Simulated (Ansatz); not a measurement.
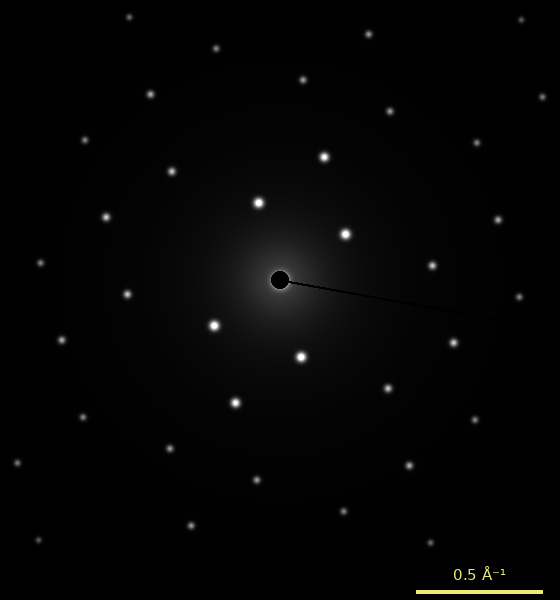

Simulated selected-area electron diffraction pattern (200 kV, kinematic approximation, thin crystal, B = 0.3 Å² for all atoms).

Candidate phases (model or computed cells):
A. Pt, space group Im-3m (No. 229), a = 3.111 Å
B. Si, space group Fd-3m (No. 227), a = 5.444 Å
C. Al, space group Fm-3m (No. 225), a = 4.050 Å
D. Cu, space group Fm-3m (No. 225), a = 3.61 Å

### Which candidate gives this pattern, and along which zone?

Candidate B (Si), along [110] or an equivalent direction. The spots form a centred rectangular net with both shortest vectors at d = 3.14 Å, 70.5° apart. They index as -1 1 -1 and -1 1 1; no zone of the other candidates with indices up to 3 has this net. Some points of the net are extinct or too weak to see.
